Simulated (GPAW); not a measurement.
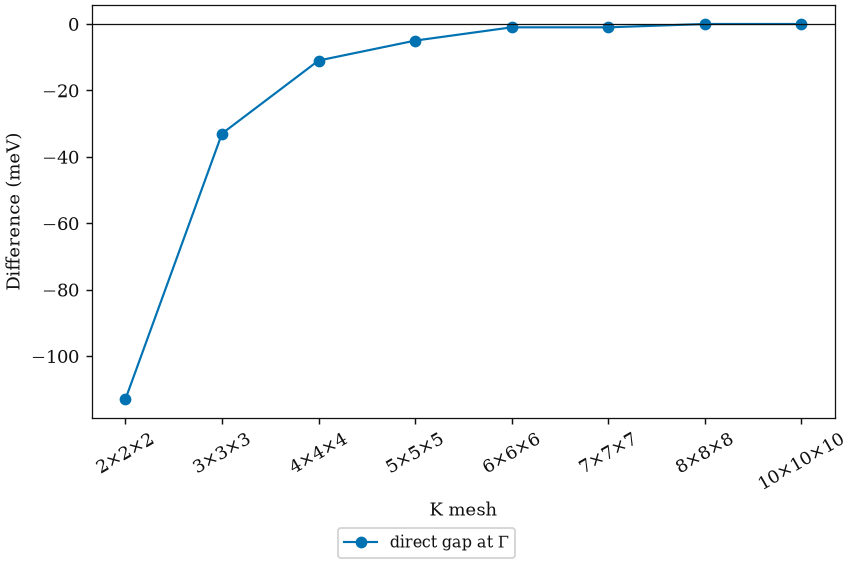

Gaps of zincblende CdTe, space group F-43m, 2 atoms in the primitive cell (cubic a = 6.410 Å) as the k mesh is raised, all else fixed. The plot shows differences from the last run. The cell is at 4 GPa in PBE. Method: PBE, GPAW PAW data sets (gpaw-data 1.2.1), no spin polarisation, no spin-orbit coupling, 600 eV cutoff, Fermi-Dirac smearing of 0.05 eV (GPAW).

Question: How well are these gaps converged with the k mesh?

Answer: The direct gap at Γ starts −113 meV from the last run and stays within 10 meV of it from 5×5×5 on.

```
  k mesh  direct gap at Γ (eV)
   2×2×2                 0.759
   3×3×3                 0.839
   4×4×4                 0.861
   5×5×5                 0.867
   6×6×6                 0.871
   7×7×7                 0.871
   8×8×8                 0.872
10×10×10                 0.872
```

Spin-orbit coupling is left out, which matters for Te. LDA, GGA and most meta-GGA functionals understate gaps.
